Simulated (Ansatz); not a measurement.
## Electronic structure of K7F8 (cell charge −1, with a compensating background) (cell with a defect) in real space

Input

```
crystal:
  lattice:
    - [0.0, 5.4191884945, -5.4191884945]
    - [5.4191884945, 5.4191884945, 0.0]
    - [5.4191884945, 0.0, -5.4191884945]
  atoms:
    - { symbol: K, position: [0.5, -0.25, 0.0] }
    - { symbol: K, position: [1.0, 0.5, 0.0] }
    - { symbol: K, position: [1.0, 0.0, 0.0] }
    - { symbol: K, position: [0.5, 0.5, 0.5] }
    - { symbol: K, position: [0.5, 0.0, 0.5] }
    - { symbol: K, position: [1.0, 0.5, 0.5] }
    - { symbol: K, position: [1.0, 0.0, 0.5] }
    - { symbol: F, position: [0.25, 0.75, 0.25] }
    - { symbol: F, position: [0.25, 0.25, 0.25] }
    - { symbol: F, position: [0.75, 0.75, 0.25] }
    - { symbol: F, position: [0.75, 0.25, 0.25] }
    - { symbol: F, position: [0.25, 0.75, 0.75] }
    - { symbol: F, position: [0.25, 0.25, 0.75] }
    - { symbol: F, position: [0.75, 0.75, 0.75] }
    - { symbol: F, position: [0.75, 0.25, 0.75] }
total_charge: -1
basis:
  ecutwfc: 420
kpoints:
  mp_grid: { grid: [4, 4, 4] }
hamiltonian:
  xc: pbe
scf:
  occupations: { method: gaussian, width: 0.05 }
output:
  forces: true
  stress: true
  eigenvalues: true
  write_density: true
  write_potential: true
  elf: true
  volumetric_format: npy
relax:
  adjacent_minimum: "off"
  f_tol: 0.02
  max_steps: 60
  escape_saddle: false
```

Command:

```sh
ansatz run input.yaml --threads 4 --pin off --max-ram 9216MiB --backend cpu --events-out ev --progress --plain --runs-dir out
```

The fields are those of the relaxed geometry.

The calculation used DFT PBE, scalar-relativistic, plane waves, PAW in Ansatz 0.2.0.

In a PAW calculation such maps are meaningful between the atoms, not at the nuclei.

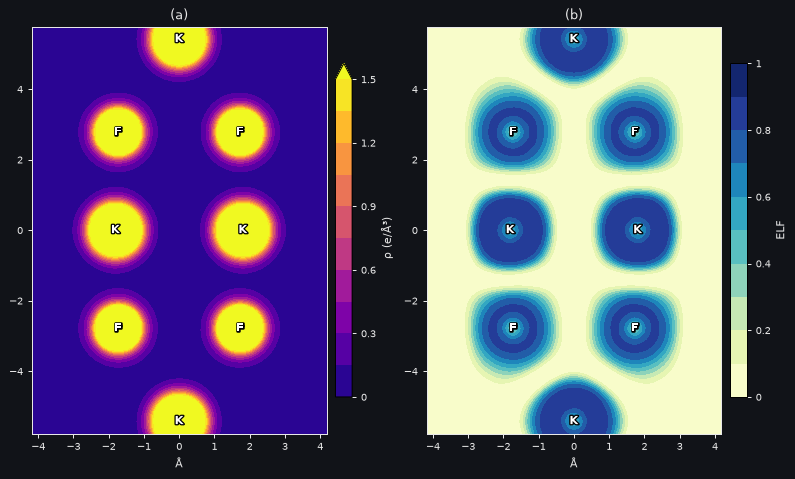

Figure 1. (a) valence pseudo-density; (b) ELF on the (101̄) plane of the calculation cell.

> What do the fields say about this system?

Atoms in the plane: K and F.
Between the atoms the lowest density in this plane is 0.002 e/Å³.
The features right at K lie inside the PAW spheres, where the map follows smoothed inner orbitals and isn't to be read closely.

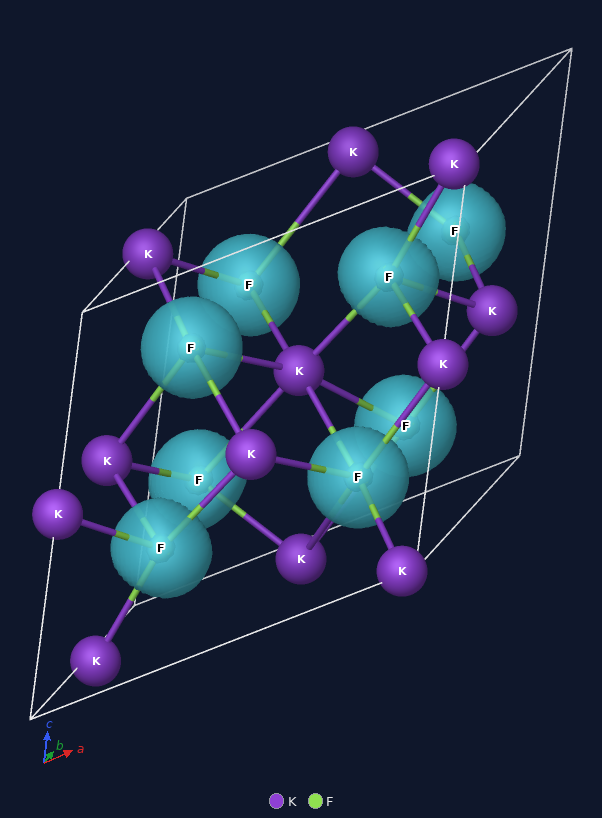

Figure 2. Isosurface of the ELF at 0.65 (cyan), seen slightly off an axis. Only the valence region is drawn (cores and ρ < 0.01 e/Å³ removed). Sticks mark near contacts.

> Identify the bonds, lone pairs and shells in this picture.

The ELF exceeds this value in eight regions wrapped around F (the valence shell of each), counted in one cell of 15 atoms. Any copies at cell faces, edges or corners count once. Profiles from the grid: K–F (2.35 Å): the ELF is about 0.05 at the midpoint (a closed-shell, largely ionic contact). K–F (2.51 Å): the ELF is about 0.05 at the midpoint (an ionic contact with no shared pair).

> Does the calculation make it a metal, or give it a gap?

It is gapped, with a Kohn–Sham gap of 5.4 eV on the k-point mesh, an upper bound to the gap of this method.
